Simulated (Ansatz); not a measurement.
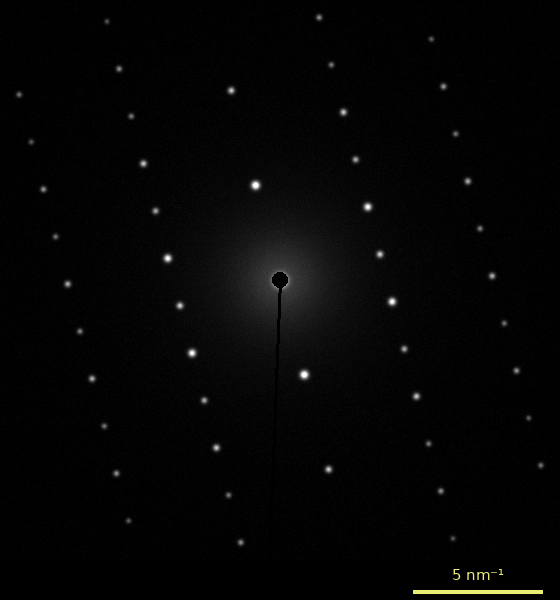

Computed electron diffraction pattern, 200 kV, single scattering only, B = 0.5 Å².

### Read the repeat vectors of the pattern off the scale bar.

The spots form a rectangular net whose two shortest vectors correspond to d = 5.24 Å and 2.48 Å, 90.0° apart.

### What is the point symmetry of the pattern, intensities included?

2mm.

### What was simulated?

This cannot be fixed from one zone alone; the pattern is [100] of Nb, space group P6_3/mmc (No. 194), a = 2.87 Å, c = 5.24 Å (hexagonal axes). The net vectors are 0 0 1 (itself extinct) and 0 1 0. Structure: the end point of a relaxation at fixed volume with DFT PBE, spin-orbit coupling, plane waves, PAW (Ansatz 0.2.0); the starting structure was generated, so it need not be a known form of this composition.
